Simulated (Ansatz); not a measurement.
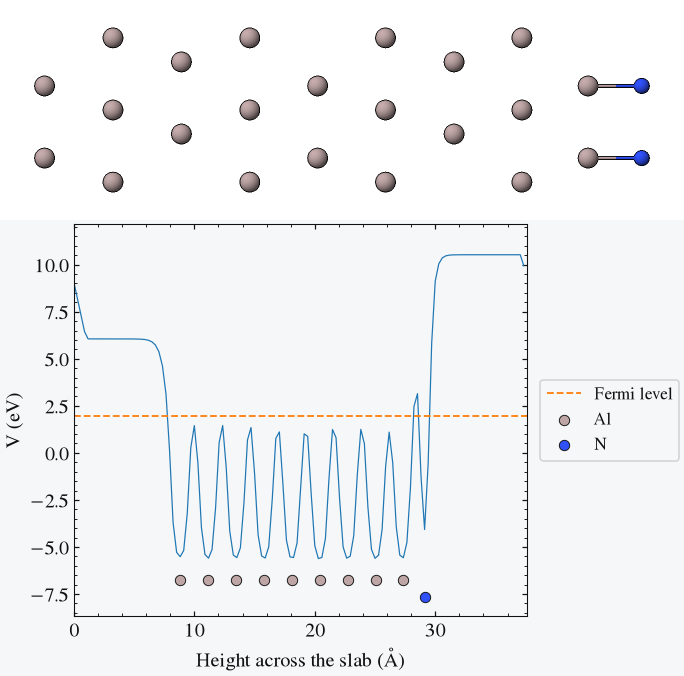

Describe the figure.

Plane-averaged electrostatic potential energy of an electron across the slab; circles at the bottom mark the heights of the atoms (positions after relaxation). The structure is drawn too. System: a (001) slab cut from Al (P6_3/mmc), of composition Al9N (not the bulk's), ended by Al planes, 10 atoms in the cell. Level of theory: DFT PBEsol, scalar-relativistic, plane waves, PAW, no spin polarisation, 12×12×1 k mesh, 420 eV cutoff, Gaussian smearing of 0.1 eV; code Ansatz 0.2.0.

The work function is 8.55 eV at the right face and 4.08 eV at the left. The vacuum level is 4.47 eV higher at the right than at the left, so the slab carries a dipole along its normal; the ramp in the vacuum, at or near the edge of the plot, is the dipole correction that keeps each side flat. Some atoms were held fixed in the relaxation, which can itself make the faces differ. The outermost atoms are 20.3 Å apart, which leaves 17.3 Å of vacuum in a cell 37.6 Å high.
